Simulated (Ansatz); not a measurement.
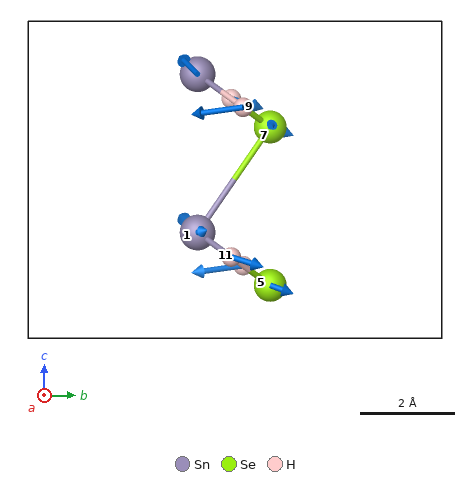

This is a relaxation of a wire of composition SnHSe. The starting structure is drawn; blue arrows show the displacements (the part carried along by the change of the cell is left out), magnified 3 times.

A ball-and-stick model of the cell of the calculation, with the vacuum cut short, seen along the a axis.

Case: armchair ribbon, 4 formula units a period, edges capped with H.

All numbers below come from DFT PBE, scalar-relativistic, plane waves, PAW in Ansatz 0.2.0.

Input
```yaml
crystal:
  lattice:
    - [17.3, 0.0, 0.0]
    - [0.0, 10.9, 0.0]
    - [0.0, 0.0, 6.7797015376]
  atoms:
    - { symbol: Sn, position: [0.5565644871, 0.4286591373, 0.3333333333] }
    - { symbol: Sn, position: [0.6696934613, 0.4286591373, 0.8333333333] }
    - { symbol: Sn, position: [0.3303065387, 0.4286591373, 0.3333333333] }
    - { symbol: Sn, position: [0.4434355129, 0.4286591373, 0.8333333333] }
    - { symbol: Se, position: [0.6696934613, 0.5713408627, 0.1666666667] }
    - { symbol: Se, position: [0.4434355129, 0.5713408627, 0.1666666667] }
    - { symbol: Se, position: [0.5565644871, 0.5713408627, 0.6666666667] }
    - { symbol: Se, position: [0.3303065387, 0.5713408627, 0.6666666667] }
    - { symbol: H, position: [0.7406223689, 0.5181168468, 0.7288376931] }
    - { symbol: H, position: [0.2593776311, 0.5181168468, 0.2288376931] }
    - { symbol: H, position: [0.7303129346, 0.4948857273, 0.2559739871] }
    - { symbol: H, position: [0.2696870654, 0.4948857273, 0.7559739871] }
basis:
  ecutwfc: 420
kpoints:
  mp_grid: { grid: [1, 1, 5] }
hamiltonian:
  xc: pbe
scf:
  occupations: { method: gaussian, width: 0.05 }
output:
  forces: true
  stress: true
  eigenvalues: true
  populations: true
  write_density: true
  write_potential: true
  elf: true
  volumetric_format: npy
relax:
  adjacent_minimum: "off"
  f_tol: 0.02
  max_steps: 45
  cell: { fix: [a, b, alpha, beta, gamma], stress_tol: 0.03 }
```

Launched with:
```bash
ansatz run input.yaml --threads 4 --pin off --max-ram 11264MiB --backend cpu --events-out ev --progress --plain --runs-dir out
```

**Describe the change and its energy.**

The energy falls by 0.146 eV per cell of the calculation in 9 accepted moves (11 points after the start). Largest force component: 0.88 eV/Å at the start, 0.0098 eV/Å at the end. The line search rejected the trial step at point 1 of the run. The SCF was repeated once at an unchanged geometry on a basis and grid sized afresh for the cell, which shifted the energy by 0.9 meV per cell of the calculation at most. The largest moves relative to the centre of the atoms, 0.40 Å, are those of H9 and H10. Largest moves by element: H 0.40 Å, Sn 0.33 Å, Se 0.18 Å. Along the periodic axis the drawn cell goes c 6.780 → 6.851 Å (+1.0 %). Near-neighbour distances that change, for instance: Sn2–H9 1.720 → 1.791 Å, Sn2–Se5 2.743 → 2.812 Å, Sn1–Se5 2.743 → 2.802 Å, Sn1–Se6 2.743 → 2.715 Å. Bond angles that change, for instance: Sn1–Se5–Sn2 91.0° → 82.2°, Sn2–Se7–Sn4 91.0° → 85.7°, Se5–Sn1–Se7 91.0° → 94.3°. The run took 110 s on 4 threads of Arm Neoverse V2, on a shared host, peak memory 1.7 GiB.
